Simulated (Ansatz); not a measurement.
**Zn₈O₇: geometry relaxation (part 2 of 3)**

The same run, continued: Zn₈O₇ (defect cell, 15 atoms in the cell); DFT HSE06, scalar-relativistic, plane waves, PAW, no spin polarisation (Ansatz 0.2.0); cutoff 420 eV, 2×2×2 k-mesh, Gaussian smearing of 0.01 eV. The structure derives from a Materials Project entry. It belongs to a series of runs on one base structure; here: O vacancy (site b), charge +0, atoms relaxed at the host's cell.

Geometry of the input (Å; fractional positions):
```
0.0000  0.0000  -5.2221
6.4990  0.0000  0.0000
-3.2495  -5.6283  0.0000
Zn 0.4863  0.1627  0.3287
Zn 0.5001  0.6667  0.3333
Zn 0.5001  0.1667  0.8333
Zn 0.5001  0.6667  0.8333
Zn 0.0178  0.8418  0.1590
Zn 0.0084  0.3299  0.1600
Zn 0.0001  0.8333  0.6667
Zn 0.0000  0.3352  0.6655
O  0.1196  0.6667  0.3333
O  0.1196  0.1667  0.8333
O  0.1196  0.6667  0.8333
O  0.6196  0.8333  0.1667
O  0.6196  0.3333  0.1667
O  0.6196  0.8333  0.6667
O  0.6196  0.3333  0.6667
```

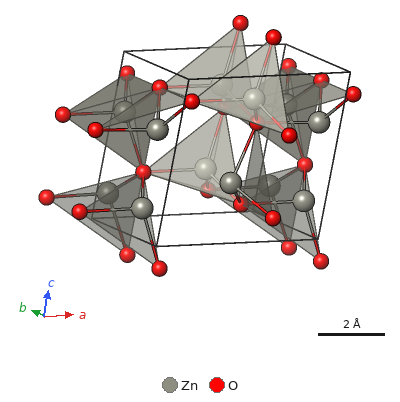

**Figure 1.** The geometry at step 4 of the log (polyhedral view of the cell of the calculation, seen slightly off an axis; polyhedra are completed across the faces of the cell).

## Log, continued
```
relax step   2: F+E_penalty+E_count = -30524.69964051 eV  Δ(F+E_penalty+E_count) = -1.598e-1 eV  max|allowed force component| = 6.576e-1 eV/Å  Δτ_max = 0.0644 Å  (13 SCF iters, dr2 threshold 9.73e-5 eV, accepted)
Exchange kernel: α = 0.2500, screened, ω = 0.2079 Å⁻¹, Wigner–Seitz truncation, v(0) = 966.9942 eV·Å³, q-mesh 2×2×2, nearest image of the exchange supercell L = 10.44 Å, pair-density grid 25×30×30, without the augmentation charges, whose exchange is taken in its separable form by FFT convolution over the k-point mesh (sized by the pseudopotential files, 36×40×40 at the most), smooth part of the exact exchange by density-matrix convolution
Frozen-core exchange: fock
preconditioner: auto → none  [insulator: Δε(μ)=2.400 eV  Ē_g=14.715 eV  σ=0.010 eV  W_gap=1.00  n_scr=58 (ndim 8)  ℏωp=31.6 eV  f_vac=0.035  D(μ)=0.00/eV (n_scr^D=0)]
SCF 7 stopped early in 6 iterations: F = -30524.733416 eV  dr2 = 2.72e-4
  Residual-converged pass: ⟨swp⟩=2.0  Hψ=1223  notcnv=0  max |occ|·‖R‖ = 8.3e-4 eV (tolerance 8.3e-4 eV)  dr2=2.73e-4  dr2_onsite=2.73e-5  max |Δocc| = 0.0e0
hybrid outer 1: dexx = +1.238e0 eV, tail = 1.60e-2 eV
Exchange kernel: α = 0.2500, screened, ω = 0.2079 Å⁻¹, Wigner–Seitz truncation, v(0) = 966.9942 eV·Å³, q-mesh 2×2×2, nearest image of the exchange supercell L = 10.44 Å, pair-density grid 25×30×30, without the augmentation charges, whose exchange is taken in its separable form by FFT convolution over the k-point mesh (sized by the pseudopotential files, 36×40×40 at the most), smooth part of the exact exchange by density-matrix convolution
Frozen-core exchange: fock
preconditioner: auto → none  [insulator: Δε(μ)=2.440 eV  Ē_g=14.793 eV  σ=0.010 eV  W_gap=1.00  n_scr=58 (ndim 8)  ℏωp=31.6 eV  f_vac=0.034  D(μ)=0.00/eV (n_scr^D=0)]
SCF 8 converged in 8 iterations: F = -30524.765177 eV  dr2 = 3.15e-8
  Residual-converged pass: ⟨swp⟩=3.0  Hψ=1663  notcnv=0  max |occ|·‖R‖ = 2.5e-6 eV (tolerance 4.3e-6 eV)  dr2=3.19e-8  dr2_onsite=9.67e-9  max |Δocc| = 0.0e0
hybrid outer 2: dexx = +9.476e-4 eV, tail = 1.24e-5 eV, Δε = 2.29e-2 eV (about 7.14e-4 eV left of the loop's levels), ΔF = 5.64e-1 eV/Å (tail 2.31e-1)
Exchange kernel: α = 0.2500, screened, ω = 0.2079 Å⁻¹, Wigner–Seitz truncation, v(0) = 966.9942 eV·Å³, q-mesh 2×2×2, nearest image of the exchange supercell L = 10.44 Å, pair-density grid 25×30×30, without the augmentation charges, whose exchange is taken in its separable form by FFT convolution over the k-point mesh (sized by the pseudopotential files, 36×40×40 at the most), smooth part of the exact exchange by density-matrix convolution
Frozen-core exchange: fock
preconditioner: auto → none  [insulator: Δε(μ)=2.452 eV  Ē_g=14.787 eV  σ=0.010 eV  W_gap=1.00  n_scr=58 (ndim 8)  ℏωp=31.6 eV  f_vac=0.034  D(μ)=0.00/eV (n_scr^D=0)]
SCF 9 converged in 3 iterations: F = -30524.765151 eV  dr2 = 2.82e-8
  Residual-converged pass: ⟨swp⟩=2.0  Hψ=1155  notcnv=0  max |occ|·‖R‖ = 3.1e-6 eV (tolerance 6.1e-6 eV)  dr2=2.83e-8  dr2_onsite=1.98e-9  max |Δocc| = 0.0e0
hybrid outer 3: dexx = +3.738e-7 eV, tail = 7.94e-8 eV, Δε = 3.64e-4 eV (about 2.90e-5 eV left of the loop's levels), ΔF = 5.30e-2 eV/Å (tail 1.12e-2)
relax step   3: F+E_penalty+E_count = -30524.76515076 eV  Δ(F+E_penalty+E_count) = -6.551e-2 eV  max|allowed force component| = 1.242e-1 eV/Å  Δτ_max = 0.0690 Å  (17 SCF iters, dr2 threshold 2.70e-5 eV, accepted)
Exchange kernel: α = 0.2500, screened, ω = 0.2079 Å⁻¹, Wigner–Seitz truncation, v(0) = 966.9942 eV·Å³, q-mesh 2×2×2, nearest image of the exchange supercell L = 10.44 Å, pair-density grid 25×30×30, without the augmentation charges, whose exchange is taken in its separable form by FFT convolution over the k-point mesh (sized by the pseudopotential files, 36×40×40 at the most), smooth part of the exact exchange by density-matrix convolution
Frozen-core exchange: fock
preconditioner: auto → none  [insulator: Δε(μ)=2.453 eV  Ē_g=14.781 eV  σ=0.010 eV  W_gap=1.00  n_scr=58 (ndim 8)  ℏωp=31.6 eV  f_vac=0.034  D(μ)=0.00/eV (n_scr^D=0)]
SCF 10 stopped early in 5 iterations: F = -30524.767646 eV  dr2 = 1.10e-4
  Residual-converged pass: ⟨swp⟩=3.0  Hψ=1384  notcnv=0  max |occ|·‖R‖ = 2.0e-4 eV (tolerance 2.4e-4 eV)  dr2=1.11e-4  dr2_onsite=1.82e-5  max |Δocc| = 0.0e0
hybrid outer 1: dexx = +9.945e-2 eV, tail = 1.49e-3 eV
Exchange kernel: α = 0.2500, screened, ω = 0.2079 Å⁻¹, Wigner–Seitz truncation, v(0) = 966.9942 eV·Å³, q-mesh 2×2×2, nearest image of the exchange supercell L = 10.44 Å, pair-density grid 25×30×30, without the augmentation charges, whose exchange is taken in its separable form by FFT convolution over the k-point mesh (sized by the pseudopotential files, 36×40×40 at the most), smooth part of the exact exchange by density-matrix convolution
Frozen-core exchange: fock
preconditioner: auto → none  [insulator: Δε(μ)=2.455 eV  Ē_g=14.787 eV  σ=0.010 eV  W_gap=1.00  n_scr=58 (ndim 8)  ℏωp=31.6 eV  f_vac=0.034  D(μ)=0.00/eV (n_scr^D=0)]
SCF 11 converged in 8 iterations: F = -30524.769923 eV  dr2 = 1.05e-8
  Residual-converged pass: ⟨swp⟩=2.0  Hψ=1224  notcnv=0  max |occ|·‖R‖ = 7.3e-7 eV (tolerance 8.1e-7 eV)  dr2=1.05e-8  dr2_onsite=1.40e-9  max |Δocc| = 0.0e0
hybrid outer 2: dexx = +8.753e-5 eV, tail = 1.09e-6 eV, Δε = 4.60e-3 eV (about 1.38e-4 eV left of the loop's levels), ΔF = 2.01e-1 eV/Å (tail 6.84e-2)
Exchange kernel: α = 0.2500, screened, ω = 0.2079 Å⁻¹, Wigner–Seitz truncation, v(0) = 966.9942 eV·Å³, q-mesh 2×2×2, nearest image of the exchange supercell L = 10.44 Å, pair-density grid 25×30×30, without the augmentation charges, whose exchange is taken in its separable form by FFT convolution over the k-point mesh (sized by the pseudopotential files, 36×40×40 at the most), smooth part of the exact exchange by density-matrix convolution
Frozen-core exchange: fock
preconditioner: auto → none  [insulator: Δε(μ)=2.455 eV  Ē_g=14.786 eV  σ=0.010 eV  W_gap=1.00  n_scr=58 (ndim 8)  ℏωp=31.6 eV  f_vac=0.034  D(μ)=0.00/eV (n_scr^D=0)]
SCF 12 converged in 3 iterations: F = -30524.769921 eV  dr2 = 2.76e-9
  Residual-converged pass: ⟨swp⟩=2.0  Hψ=1090  notcnv=0  max |occ|·‖R‖ = 1.0e-6 eV (tolerance 1.8e-6 eV)  dr2=2.77e-9  dr2_onsite=3.44e-10  max |Δocc| = 0.0e0
hybrid outer 3: dexx = +3.433e-8 eV, tail = 7.93e-9 eV, Δε = 6.03e-5 eV (about 5.08e-6 eV left of the loop's levels), ΔF = 1.85e-2 eV/Å (tail 3.92e-3)
relax step   4: F+E_penalty+E_count = -30524.76992100 eV  Δ(F+E_penalty+E_count) = -4.770e-3 eV  max|allowed force component| = 1.743e-2 eV/Å  Δτ_max = 0.0277 Å  (16 SCF iters, dr2 threshold 9.64e-7 eV, accepted)
Exchange kernel: α = 0.2500, screened, ω = 0.2079 Å⁻¹, Wigner–Seitz truncation, v(0) = 966.9942 eV·Å³, q-mesh 2×2×2, nearest image of the exchange supercell L = 10.44 Å, pair-density grid 25×30×30, without the augmentation charges, whose exchange is taken in its separable form by FFT convolution over the k-point mesh (sized by the pseudopotential files, 36×40×40 at the most), smooth part of the exact exchange by density-matrix convolution
Frozen-core exchange: fock
SCF 13 converged in 2 iterations: F = -30524.769921 eV  dr2 = 1.09e-9
  Residual-converged pass: ⟨swp⟩=2.0  Hψ=742  notcnv=0  max |occ|·‖R‖ = 6.4e-6 eV (tolerance 6.7e-6 eV)  dr2=1.10e-9  dr2_onsite=1.19e-10  max |Δocc| = 0.0e0
hybrid outer 1: dexx = +2.469e-10 eV, tail = 2.03e-9 eV
Exchange kernel: α = 0.2500, screened, ω = 0.2079 Å⁻¹, Wigner–Seitz truncation, v(0) = 966.9942 eV·Å³, q-mesh 2×2×2, nearest image of the exchange supercell L = 10.44 Å, pair-density grid 25×30×30, without the augmentation charges, whose exchange is taken in its separable form by FFT convolution over the k-point mesh (sized by the pseudopotential files, 36×40×40 at the most), smooth part of the exact exchange by density-matrix convolution
Frozen-core exchange: fock
SCF iter   1: F=—  HF=-30524.769921 eV  |F-HF|=—  |Δ(HF+E_count)|=         —  Δρ=9.46e-7  dr2=1.45e-9  ethr=7.35e-12  ⟨swp⟩=10.6  Hψ=1614  notcnv=0
SCF iter   2: F=-30524.769921 eV  HF=-30524.769921 eV  |F-HF|=8.99e-10  |Δ(HF+E_count)|=  1.24e-10  Δρ=7.25e-7  dr2=9.67e-10  ethr=1.05e-12  ⟨swp⟩=4.0  Hψ=1708  notcnv=0
SCF 14 converged in 2 iterations: F = -30524.769921 eV  dr2 = 9.67e-10
  Residual-converged pass: ⟨swp⟩=3.0  Hψ=1347  notcnv=0  max |occ|·‖R‖ = 4.7e-7 eV (tolerance 5.6e-7 eV)  dr2=9.77e-10  dr2_onsite=7.91e-11  max |Δocc| = 0.0e0
hybrid outer 2: dexx = +1.530e-10 eV, tail = 2.09e-9 eV, Δε = 3.88e-5 eV (about 1.33e-4 eV left of the loop's levels), ΔF = 3.23e-5 eV/Å (tail 8.33e-4)
relax step   5: F+E_penalty+E_count = -30524.76992100 eV  Δ(F+E_penalty+E_count) = -1.430e-9 eV  max|allowed force component| = 1.742e-2 eV/Å  Δτ_max = 0.0000 Å  (4 SCF iters, accepted)
```

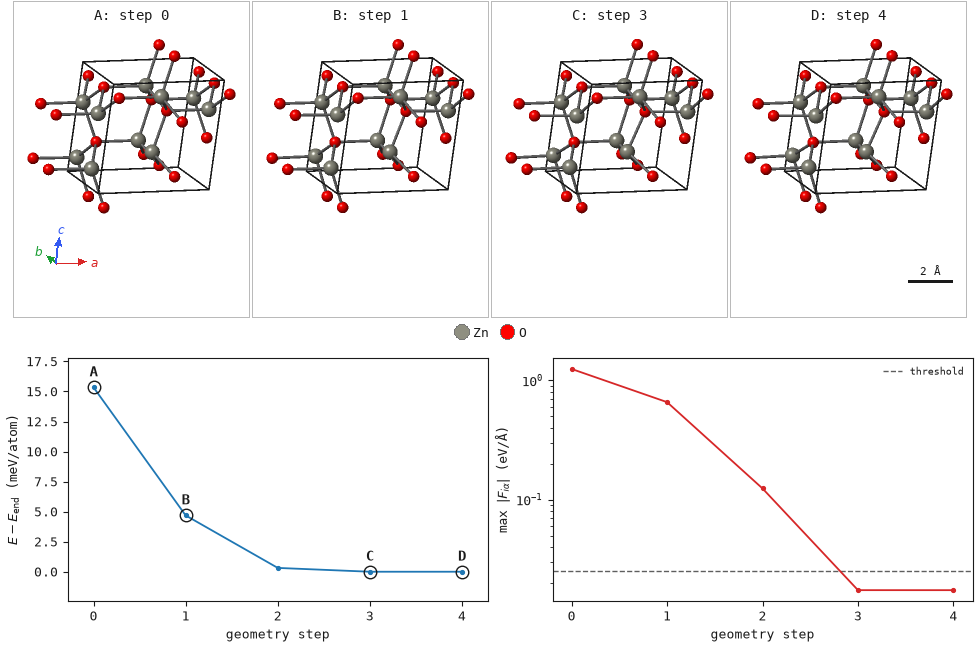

**Figure 2.** Frames of the relaxation (ball-and-stick view of the cell of the calculation, with bonded neighbours outside it, seen slightly off an axis) above the curves, on which the letters mark them (the first geometry is step 0 here and step 1 in the log).

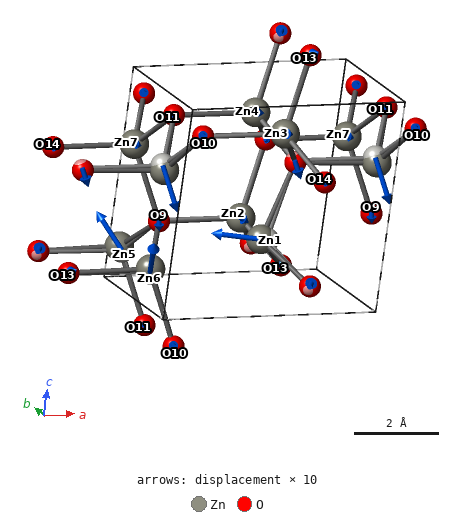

**Figure 3.** Start (faint) and end (solid) with the displacements as blue arrows, magnified 10 times (ball-and-stick view of the cell of the calculation, with bonded neighbours outside it, seen slightly off an axis). The atom that moves furthest is Zn1 (0.14 Å). By element the largest moves are Zn 0.14 Å, O 0.05 Å. The cell stays as it was. Among the contacts that change: Zn5–O11 1.910 → 2.015 Å, Zn6–O10 1.928 → 2.013 Å, Zn5–O12 2.082 → 2.005 Å, Zn8–O11 1.967 → 2.014 Å. Among the angles that change: Zn6–O10–Zn8 111.0° → 117.4°, O9–Zn6–O10 112.4° → 105.9°, O12–Zn1–O13 109.5° → 103.7°. After 4 geometry steps the energy has fallen by 15.3 meV per atom. Largest force component: 1.2 eV/Å at the start, 0.017 eV/Å at the end. (Atoms are counted from 1 in the order of the input.)

```
hybrid SCF converged: 2 outer / 4 inner (+0 warm-up), last move |dexx| = 1.53e-10 eV, tail = 2.09e-9 eV
Stability not checked: this state was not tested for a lower state beside it, because the functional holds exact exchange (a hybrid, or Hartree-Fock), whose exchange loop this test does not read (fock_operator; see scf.lower_state_search)
Free energy (F): -30524.769921 eV
Frozen-core exchange: fock
Harris-Foulkes:  -30524.769921 eV  (|F-HF|=8.99e-10)
Internal energy: -30524.769921 eV  (E = F + TS)
E sigma→0 (E₀):  -30524.769921 eV
Fermi energy:    7.896567 eV
--- Per-component energies (eV) ---
  E_band       = -83.649540
  E_kinetic    = 2268.106108
  E_local      = -15959.572400  (includes V_loc(G=0)·N_el)
  E_nonlocal   = 5310.420649
  E_hartree    = 6607.179933
  E_xc         = -1274.664968
  E_vxc        = -844.633301  (∫ρ·V_xc dr)
  E_exx        = -469.810666  (= α·E_x^exact, valence–valence)
  E_paw        = -15644.263943  (= ΣΔE_a)
  E_vpaw       = -3132.722852  (= ΣTr[D̂ρ^β])
  E_aug_tail   = 0.014018  (compensation charges beyond the density's cutoff)
  E_ewald      = -11367.117367
  E_core_change = 4.938715  (= ΣΔE_core)
  E_smearing   = -0.000000  (= −TS)
  E_closure    = -0.000000  (closes the sum)
  Σ components = -30524.769921   (vs F -30524.769921, Δ=0.00e0)
--- Forces (eV/Å), atoms counted from 1 ---
  atom   1  Zn     0.00435833     0.00398399    -0.00425141
  atom   2  Zn    -0.00237618    -0.00062497     0.00048459
  atom   3  Zn     0.00340606    -0.00342660     0.00578763
  atom   4  Zn    -0.00413570     0.00115413     0.00570150
  atom   5  Zn    -0.00371310     0.00662614    -0.00536120
  atom   6  Zn    -0.00157462    -0.00492144    -0.00084989
  atom   7  Zn    -0.00356980     0.00448819     0.00533389
  atom   8  Zn     0.00728188    -0.00387820    -0.01058645
  atom   9  O      0.00059343    -0.00361836    -0.00380641
  atom  10  O     -0.00746949     0.00214737     0.00311126
  atom  11  O      0.01268860     0.00004079    -0.00362196
  atom  12  O      0.01485910    -0.01205860     0.00588629
  atom  13  O     -0.01730507    -0.00452417    -0.00095076
  atom  14  O      0.00372126    -0.00280642     0.00405992
  atom  15  O     -0.00676256     0.01742413    -0.00103848
  max |Σ_I F_I| component: 1.01e-4 eV/Å
--- Band table (eV; the first three rows and the last of 8) ---
  k-point 0: bands = ["-13.6554", "-13.0396", "-13.0370", "-13.0123", "-12.9313", "-12.8129", "-12.8091", "-1.2853", "-1.2838", "-1.2354", "-1.1716", "-1.1579", "-1.1574", "-1.0883", "-1.0844", "-1.0837", "-1.0338", "-1.0064", "-1.0057", "-0.8850", "-0.8840", "-0.7414", "-0.7410", "-0.7117", "-0.6736", "-0.6161", "-0.5406", "-0.5399", "-0.5057", "-0.5052", "-0.3311", "-0.3299", "-0.3297", "-0.2973", "-0.2097", "-0.2094", "-0.1846", "-0.1842", "-0.0602", "-0.0592", "-0.0575", "-0.0051", "0.0537", "0.0540", "0.0724", "0.0852", "0.0857", "0.6160", "0.8964", "1.2268", "1.2299", "1.7905", "2.1622", "2.1636", "2.5521", "2.5539", "3.2311", "3.2727", "3.7589", "3.7600", "4.1141", "4.1156", "4.5984", "4.6491", "4.6905", "4.6916", "5.1015", "5.2980", "5.2984", "10.0063", "11.7642", "11.7692", "12.0754", "13.0398", "13.5271", "13.5287", "14.1747", "14.7291", "14.7380", "15.3133", "15.3151", "15.5346", "16.4426", "17.0804"]
  k-point 1: bands = ["-13.4240", "-13.3233", "-13.0484", "-13.0023", "-12.8768", "-12.8409", "-12.8048", "-1.3816", "-1.2613", "-1.2298", "-1.1660", "-1.1612", "-1.1020", "-1.0562", "-1.0458", "-1.0115", "-0.9459", "-0.9379", "-0.9114", "-0.8475", "-0.8312", "-0.7894", "-0.7524", "-0.7338", "-0.6850", "-0.6583", "-0.6289", "-0.6088", "-0.5181", "-0.4909", "-0.4841", "-0.4136", "-0.4011", "-0.3989", "-0.3528", "-0.3145", "-0.2527", "-0.2191", "-0.1811", "-0.1423", "-0.1147", "0.0122", "0.0213", "0.0689", "0.1624", "0.2194", "0.2707", "1.0533", "1.3224", "1.5436", "1.5931", "1.7233", "2.2767", "2.5782", "2.6196", "2.6794", "2.8360", "3.0558", "3.2437", "3.4044", "4.0006", "4.0068", "4.1176", "4.1924", "4.5808", "4.5901", "4.9777", "5.1133", "6.4816", "9.1256", "11.1705", "12.0562", "12.1386", "12.9411", "14.3566", "14.7461", "15.0468", "15.2525", "15.3155", "15.6673", "15.9848", "16.3106", "16.7120", "17.0761"]
```
